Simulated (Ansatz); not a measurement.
# Run report: FeCo₃, single-point calculation

The run: single-point calculation of FeCo₃ (Pm-3m, 4 atoms in the cell). Method and program: DFT PBEsol, scalar-relativistic, plane waves, PAW, spin-polarised (Ansatz 0.2.0).

The structure derives from a Materials Project entry. Figures and captions count atoms from 1; the log counts them from 0 in places.

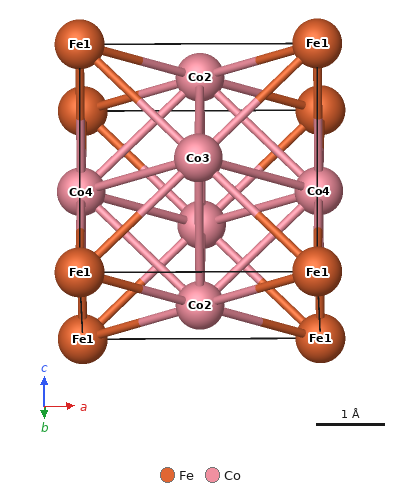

Figure 1. The input geometry (ball-and-stick view of the cell of the calculation, seen at an oblique angle; atoms are numbered from 1 in the order of the input). An atom can appear more than once, as a periodic image.

Input file:
```yaml
crystal:
  lattice:
    - [3.53570262, 0.0, 0.0]
    - [0.0, 3.53570262, 0.0]
    - [0.0, 0.0, 3.53570262]
  atoms:
    - { symbol: Fe, position: [0.0, 0.0, 0.0], spin: 2.89 }
    - { symbol: Co, position: [0.5, 0.5, 0.0], spin: 1.87 }
    - { symbol: Co, position: [0.5, 0.0, 0.5], spin: 1.87 }
    - { symbol: Co, position: [0.0, 0.5, 0.5], spin: 1.87 }
basis:
  ecutwfc: 420
kpoints:
  mp_grid: { grid: [12, 12, 12] }
hamiltonian:
  xc: pbesol
scf:
  occupations: { method: gaussian, width: 0.1 }
output:
  forces: true
  stress: true
  eigenvalues: true
  populations: true
  write_density: true
  write_potential: true
  elf: true
  volumetric_format: npy
magnetization:
  spin_polarized: true
```

Run on 1 thread of Intel Xeon @ 2.50GHz (Skylake/Cascade Lake), 192 GiB of memory available, shared host.

Launch command:
```bash
ansatz run input.yaml --threads 1 --pin off --max-ram 2560MiB --backend cpu --events-out ev --progress --plain --runs-dir out
```

Log:
```
Engine: ansatz 0.2.0, x86_64-unknown-linux-gnu
Pseudopotentials: kind: paw
Pseudopotential: Fe, paw, valence charge 16, recommended cutoff 420 eV (normal), Fe.paw.azcp
Pseudopotential: Co, paw, valence charge 17, recommended cutoff 420 eV (normal), Co.paw.azcp
Functional definition: PBEsol
  exchange = pbesol_x
  correlation = pbesol_c
Crystal: 4 atoms, lattice volume = 44.201 Å³
Basis set: ecut = 420 eV, 847 PW (Γ), exchange–correlation on 48×48×48 points (8 copies of the dense FFT grid, shifted against one another)
Bands: 46, of which v1, the nominal top of the filled ones, is band 34 counted from 1 (33 counted from 0)
Symmetry: 48 space group operations
Space group: Pm-3m (ITA 221), of the structure as read, at distance tolerance 3.5e-5 Å
Magnetic group: BNS 221.92 (UNI 1594), of the structure as read, at distance tolerance 3.5e-5 Å
k-points: 84 of 1728
Non-local potential: Fe, projectors of the file, l = 0: 3, l = 1: 2, l = 2: 3, l = 3: 1
Non-local potential: Co, projectors of the file, l = 0: 3, l = 1: 2, l = 2: 3, l = 3: 1
PAW form: soft (Blöchl's): semilocal exchange-correlation on the pseudo side does not see the compensation charge
PAW frozen core: Fe, regenerated for the run's functional, and the local potential with it (the file was generated under x = pbe(κ = 0.804, μ = 0.2195149727645171), c = pbe(β = 0.06672455060314922))
PAW frozen core: Co, regenerated for the run's functional, and the local potential with it (the file was generated under x = pbe(κ = 0.804, μ = 0.2195149727645171), c = pbe(β = 0.06672455060314922))
PAW one-centre angular grid: Fe, 590 points (default); XC on 64 Gauss nodes
PAW one-centre angular grid: Co, 590 points (default); XC on 64 Gauss nodes
Initial density: superposition of atomic densities (chi_scale 0.1, normalization cell)
Starting moments: Σ|m| = 8.5 μB on 4 of 4 sites
Initial wavefunctions: pseudopotential atomic-orbital guess
Functional: x = pbesol(κ = 0.804, μ = 0.12345679012345678), c = pbesol(β = 0.046)
SCF iter   1: F=—  HF=-19727.340457 eV  |F-HF|=—  |Δ(HF+E_count)|=         —  Δρ=8.43e-2 (↑7.65e-2 ↓8.43e-2)  dr2=6.07e0  dr2_m=2.67e-1  M=7.268 μB ∫|m|=7.466 μB  β_m=0.30  ethr=3.10e-3  ⟨swp⟩=5.5  Hψ=24728  notcnv=0  defer=159
Mixer restart at iter 1: flushing history
preconditioner: auto → Kerker (q_TF=auto, 2.924 Å⁻¹)  [metal: Δε(μ)=0.001 eV  Ē_g=8.760 eV  σ=0.100 eV  W_gap=0.00  n_scr=18 (ndim 8)  ℏωp=33.0 eV  f_vac=0.000  D(μ)=5.28/eV (n_scr^D=80)]
spin=Collinear: Kerker preconditioning applied to the charge; magnetization (m = ρ↑ − ρ↓) channel mixes plain (no charge-response kernel on spin).
SCF iter   2: F=—  HF=-19725.243893 eV  |F-HF|=—  |Δ(HF+E_count)|=    2.10e0  Δρ=4.23e-2 (↑1.40e-2 ↓4.23e-2)  dr2=4.45e-1  dr2_m=2.65e-1  M=7.763 μB ∫|m|=8.030 μB  β_m=0.34  ethr=3.10e-3  ⟨swp⟩=2.2  Hψ=13151  notcnv=0  defer=776
SCF iter   3: F=—  HF=-19726.176494 eV  |F-HF|=—  |Δ(HF+E_count)|=   9.33e-1  Δρ=2.00e-2 (↑2.00e-2 ↓1.69e-2)  dr2=3.85e-2  dr2_m=1.14e-1  M=7.725 μB ∫|m|=8.059 μB  β_m=0.55  ethr=6.65e-4  ⟨swp⟩=2.0  Hψ=9304  notcnv=0  defer=777
SCF iter   4: F=—  HF=-19727.318069 eV  |F-HF|=—  |Δ(HF+E_count)|=    1.14e0  Δρ=1.68e-2 (↑1.68e-2 ↓1.01e-2)  dr2=1.28e-1  dr2_m=2.45e-2  M=7.577 μB ∫|m|=7.988 μB  β_m=0.78  ethr=5.74e-5  ⟨swp⟩=2.0  Hψ=14806  notcnv=0  defer=776
SCF iter   5: F=—  HF=-19727.681918 eV  |F-HF|=—  |Δ(HF+E_count)|=   3.64e-1  Δρ=9.55e-3 (↑9.55e-3 ↓4.14e-3)  dr2=5.15e-2  dr2_m=3.60e-3  M=7.427 μB ∫|m|=7.899 μB  β_m=0.61  ethr=5.74e-5  ⟨swp⟩=2.0  Hψ=14903  notcnv=0  defer=777
SCF iter   6: F=—  HF=-19727.686185 eV  |F-HF|=—  |Δ(HF+E_count)|=   4.27e-3  Δρ=2.99e-3 (↑2.99e-3 ↓1.53e-3)  dr2=6.07e-3  dr2_m=7.02e-4  M=7.389 μB ∫|m|=7.867 μB  β_m=0.78  ethr=5.74e-5  ⟨swp⟩=2.0  Hψ=13545  notcnv=0  defer=785
SCF iter   7: F=—  HF=-19727.690832 eV  |F-HF|=—  |Δ(HF+E_count)|=   4.65e-3  Δρ=1.32e-3 (↑8.20e-4 ↓1.32e-3)  dr2=1.16e-3  dr2_m=1.40e-4  M=7.375 μB ∫|m|=7.864 μB  β_m=0.82  ethr=9.06e-6  ⟨swp⟩=2.1  Hψ=10722  notcnv=0  defer=783
SCF iter   8: F=—  HF=-19727.691248 eV  |F-HF|=—  |Δ(HF+E_count)|=   4.15e-4  Δρ=5.92e-4 (↑5.92e-4 ↓4.96e-4)  dr2=4.10e-4  dr2_m=3.96e-6  M=7.371 μB ∫|m|=7.864 μB  β_m=0.91  ethr=1.74e-6  ⟨swp⟩=1.7  Hψ=9099  notcnv=0  defer=784
SCF iter   9: F=—  HF=-19727.691234 eV  |F-HF|=—  |Δ(HF+E_count)|=   1.31e-5  Δρ=4.14e-4 (↑9.80e-5 ↓4.14e-4)  dr2=8.15e-5  dr2_m=1.23e-5  M=7.367 μB ∫|m|=7.861 μB  β_m=0.91  ethr=6.13e-7  ⟨swp⟩=2.0  Hψ=10214  notcnv=0  defer=784
SCF iter  10: F=—  HF=-19727.691243 eV  |F-HF|=—  |Δ(HF+E_count)|=   8.74e-6  Δρ=1.55e-4 (↑5.77e-5 ↓1.55e-4)  dr2=1.45e-5  dr2_m=1.17e-6  M=7.366 μB ∫|m|=7.861 μB  β_m=0.96  ethr=1.22e-7  ⟨swp⟩=1.5  Hψ=7965  notcnv=0  defer=784
SCF iter  11: F=—  HF=-19727.691244 eV  |F-HF|=—  |Δ(HF+E_count)|=   1.22e-6  Δρ=1.28e-5 (↑1.00e-5 ↓1.28e-5)  dr2=1.09e-7  dr2_m=6.99e-9  M=7.367 μB ∫|m|=7.861 μB  β_m=0.98  ethr=2.16e-8  ⟨swp⟩=2.0  Hψ=10615  notcnv=0  defer=784
SCF iter  12: F=—  HF=-19727.691244 eV  |F-HF|=—  |Δ(HF+E_count)|=   4.83e-8  Δρ=6.24e-6 (↑2.56e-6 ↓6.24e-6)  dr2=1.15e-8  dr2_m=4.39e-9  M=7.367 μB ∫|m|=7.861 μB  β_m=0.99  ethr=1.63e-10  ⟨swp⟩=2.0  Hψ=12319  notcnv=0  defer=784
SCF iter  13: F=-19727.691244 eV  HF=-19727.691244 eV  |F-HF|=5.26e-9  |Δ(HF+E_count)|=   4.41e-9  Δρ=2.51e-6 (↑1.64e-6 ↓2.51e-6)  dr2=6.09e-9  dr2_m=3.16e-10  M=7.367 μB ∫|m|=7.861 μB  ethr=1.72e-11  ⟨swp⟩=9.6  Hψ=45643  notcnv=0
SCF 1 converged in 13 iterations: F = -19727.691244 eV  dr2 = 6.09e-9
  greatest PAW one-centre occupation: 1.002 electrons in one spin orbital (limit 2), on the Fe atom at site 0 (counted from 0), in its partial waves of l = 1
```

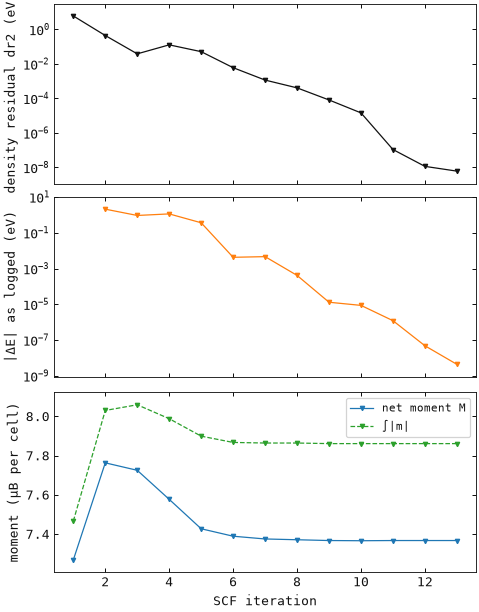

Figure 2. Convergence of the self-consistent field: density residual dr2, size of the energy change and magnetic moment against the SCF iteration. The residual comes down, with one marked jump up, by a factor of about 3, at step 4. The net moment goes from 7.3 to 7.4 μB per cell.

```
SCF converged after 13 iterations
Magnetization: 7.3667 μB (37.1833 up, 29.8167 down)
Absolute magnetization: 7.8626 μB (∫|ρ↑−ρ↓|, with the PAW one-centre terms)
Spin contamination: 0.1158 ħ² per cell (⟨S²⟩ above its minimum at these occupations)
Per-site moments (μB) at R_I (Å): [(2.5915264237036593, 1.0312992107801802), (1.6618038522803786, 1.0312992107801802), (1.6618038522803806, 1.0312992107801802), (1.6618038522803775, 1.0312992107801802)]
Free energy (F): -19727.691244 eV
Harris-Foulkes:  -19727.691244 eV  (|F-HF|=5.26e-9)
Internal energy: -19727.670155 eV  (E = F + TS)
E sigma→0 (E₀):  -19727.680700 eV
Entropy (-TS):   -0.021090 eV (-5.272 meV/atom)
Fermi energy:    18.387688 eV
--- Per-component energies (eV) ---
  E_band       = -956.588384
  E_kinetic    = 1710.485239
  E_local      = -10614.066626  (includes V_loc(G=0)·N_el)
  E_nonlocal   = 1588.225127
  E_hartree    = 4440.855042
  E_xc         = -589.763760
  E_vxc        = -764.152365  (∫ρ·V_xc dr)
  E_paw        = -5783.103445  (= ΣΔE_a)
  E_vpaw       = -1758.796206  (= ΣTr[D̂ρ^β])
  E_aug_tail   = 0.000982  (compensation charges beyond the density's cutoff)
  E_ewald      = -10481.047173
  E_core_change = 0.744459  (= ΣΔE_core)
  E_smearing   = -0.021090  (= −TS)
  E_closure    = -0.000000  (closes the sum)
  Σ components = -19727.691244   (vs F -19727.691244, Δ=0.00e0)
--- Forces (eV/Å), atoms counted from 1 ---
  atom   1  Fe    -0.00000000     0.00000000     0.00000000
  atom   2  Co     0.00000000     0.00000000     0.00000000
  atom   3  Co    -0.00000000    -0.00000000    -0.00000000
  atom   4  Co     0.00000000     0.00000000    -0.00000000
  max |Σ_I F_I| component: 1.11e-28 eV/Å
--- Stress (GPa, compression-positive) ---
       -8.476543       0.000000       0.000000
        0.000000      -8.476543       0.000000
        0.000000       0.000000      -8.476543
  P = ⅓ Tr σ = -8.4765 GPa (-84.765 kbar)
--- Band table (eV; the first three rows and the last of 168) ---
  k-point 0 ↑: bands = ["-77.3066", "-77.2555", "-77.2555", "-69.6634", "-40.7959", "-40.7959", "-40.7959", "-40.6269", "-40.6269", "-40.6269", "-40.5831", "-40.5831", "-40.5831", "-35.8343", "-35.8343", "-35.8343", "9.3912", "13.1054", "13.1054", "13.2410", "13.8283", "13.8283", "13.8283", "15.8213", "15.8213", "15.8213", "16.8662", "16.8662", "17.6232", "17.7079", "17.7079", "17.9860", "17.9860", "17.9860", "18.1951", "18.1951", "18.1951", "20.8100", "20.8100", "20.8100", "27.8876", "27.8876", "28.0095", "32.7926", "32.7926", "32.7926"]
  k-point 1 ↑: bands = ["-77.3059", "-77.2562", "-77.2554", "-69.6635", "-40.7940", "-40.7940", "-40.7927", "-40.6275", "-40.6275", "-40.6271", "-40.5865", "-40.5843", "-40.5843", "-35.8348", "-35.8344", "-35.8344", "9.4830", "13.1341", "13.1552", "13.2809", "13.8591", "13.8638", "13.8638", "15.7834", "15.8500", "15.8500", "16.8316", "16.8792", "17.5872", "17.6631", "17.6843", "17.8035", "17.8035", "17.9861", "18.0765", "18.0765", "18.1951", "20.3528", "21.1290", "21.1290", "27.9039", "27.9757", "28.5260", "32.4530", "32.4530", "32.5180"]
  k-point 2 ↑: bands = ["-77.3036", "-77.2584", "-77.2554", "-69.6634", "-40.7886", "-40.7886", "-40.7832", "-40.6293", "-40.6293", "-40.6275", "-40.5965", "-40.5877", "-40.5877", "-35.8363", "-35.8347", "-35.8347", "9.7551", "13.1927", "13.2980", "13.4085", "13.9497", "13.9704", "13.9704", "15.6737", "15.9361", "15.9361", "16.7324", "16.9178", "17.2936", "17.2936", "17.4674", "17.5333", "17.6313", "17.8957", "17.8957", "17.9864", "18.1953", "19.3100", "21.8812", "21.8812", "27.9557", "28.0204", "29.9736", "31.4147", "31.4147", "31.8524"]
  k-point 83 ↓: bands = ["-75.2555", "-75.2555", "-75.2555", "-66.6595", "-38.9126", "-38.7946", "-38.7946", "-38.7946", "-38.6274", "-38.6274", "-38.5994", "-38.5994", "-38.5994", "-32.9048", "-32.9048", "-32.9048", "14.2281", "14.2281", "14.2281", "14.3235", "17.3552", "17.3552", "17.3552", "17.5058", "17.5058", "17.5058", "17.6859", "17.6859", "18.0191", "18.1625", "18.1625", "18.1625", "19.6398", "19.6398", "19.6398", "20.0913", "20.0913", "20.0913", "20.2112", "20.2112", "25.7152", "25.7152", "25.7152", "25.9849", "39.2732", "39.2732"]
--- Löwdin populations: 4 sites ---
  site symbol       q [e]    m [muB]
     0     Fe     15.7855     2.6420
     1     Co     16.7683     1.6566
     2     Co     16.7683     1.6566
     3     Co     16.7683     1.6566
  spilling = 0.013576 (of n_electrons = 67.000000)
```

File populations.tsv:
```
# site	symbol	l	j	q_up	q_dn
# orbitals = lowdin
# n_electrons = 67.000000
# spilling = 0.013576
0	Fe	0_3S	-	0.993341	0.993819
0	Fe	0_4S	-	0.463007	0.486429
0	Fe	1_3P	-	2.998535	2.998303
0	Fe	2_3D	-	4.758889	2.093185
1	Co	0_3S	-	0.993692	0.993868
1	Co	0_4S	-	0.455545	0.494055
1	Co	1_3P	-	2.998795	2.998486
1	Co	2_3D	-	4.764437	3.069414
2	Co	0_3S	-	0.993692	0.993868
2	Co	0_4S	-	0.455545	0.494055
2	Co	1_3P	-	2.998795	2.998486
2	Co	2_3D	-	4.764437	3.069414
3	Co	0_3S	-	0.993692	0.993868
3	Co	0_4S	-	0.455545	0.494055
3	Co	1_3P	-	2.998795	2.998486
3	Co	2_3D	-	4.764437	3.069414
```

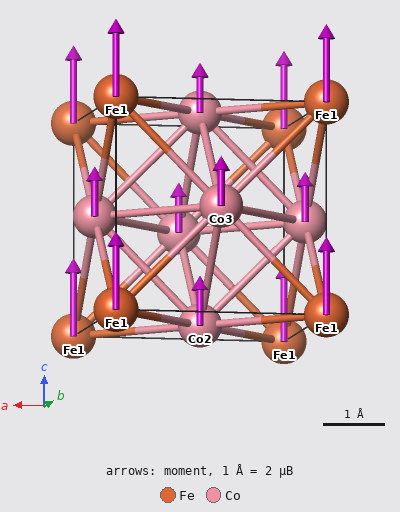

Figure 3. Magnetic moments of the sites as pink arrows (ball-and-stick view of the cell of the calculation, seen at an oblique angle; atoms are numbered from 1 in the order of the input); small moments hardly show. The run is collinear, so the axis drawn is arbitrary. Site moments: Fe1 (2.59 μB); all 3 Co atoms (1.66 μB). They are counted near the atoms and needn't add up to the moment of the cell.

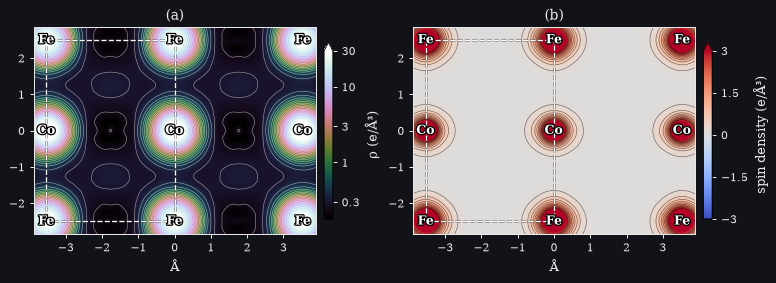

Figure 4. (a) valence pseudo-density; (b) spin density on the (110) plane of the conventional cell. Atoms in the plane: Fe and Co. Fe–Co (2.50 Å): ρ at the midpoint is about 0.34 e/Å³. Away from the nuclei the density in this plane falls to 0.18 e/Å³ at its lowest. The cell of the calculation (4 atoms) carries 7.4 μB net. The fields are those of the smooth PAW valence density.

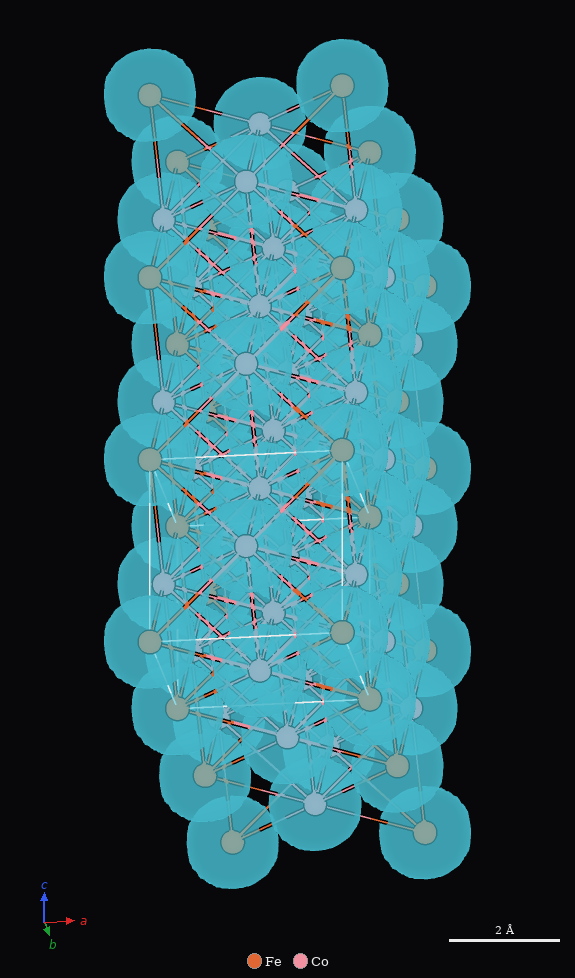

Figure 5. Isosurface of the valence charge density (pseudo) at 0.8 e/Å³ (cyan), seen at an oblique angle. Sticks mark near contacts. The outline is the cell set on symmetry axes. At this value the density breaks into separate islands; it holds about 80 % of the electrons treated as valence (semicore included). It is pinched off along the Fe–Co (2.50 Å) and Co–Co (2.50 Å) contacts. On the grid the lowest density along these lines, outside the cores, is 0.34 e/Å³ (Fe–Co, 2.50 Å) and 0.34 e/Å³ (Co–Co, 2.50 Å).

Results in brief:

| quantity | value |
| --- | --- |
| outcome | converged |
| space group (tolerance 0.01 Å) | Pm-3m (221) |
| electrons treated | 67 |
| free energy | −19727.6912 eV |
| Fermi energy | 18.388 eV |
| gap on the k-point mesh | none (metallic) |
| net moment of the cell | 7.37 μB |
| integrated absolute moment | 7.86 μB |
| pressure | −8.48 GPa |
| largest force (length of the vector) | under 0.001 eV/Å |
| wall time | 41 s |
| peak memory | 0.65 GiB |

The cell is under a tension of 8.5 GPa at this level, so it is not at its equilibrium volume.
